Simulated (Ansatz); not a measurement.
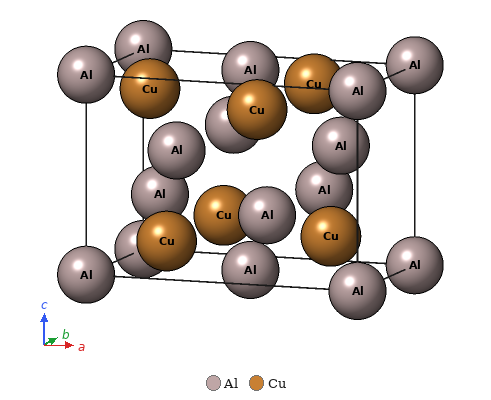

An orthographic spheres-only view of the structure, slightly off an axis. The conventional unit cell is outlined; an atom on or near a face, edge or corner is repeated at each equivalent position. Cell: a = 7.099 Å, b = 4.099 Å, c = 4.982 Å, α = 90.00°, β = 90.00°, γ = 90.00°.

Formula: Al3Cu2. The lattice is base-centred monoclinic and the space group Cm (No. 8). Content of the cell: 6 Al, 4 Cu (Z = 2).

It goes back to a structure listed in the Materials Project. The cell was then strained or its atoms displaced on purpose. Ansatz was used for an electronic-structure calculation on it.

At this level of theory the run's own cell isn't at rest (compressed, at 4 GPa and forces up to 2.0 eV/Å), so its distances can differ from those at equilibrium, the more so the softer the solid.
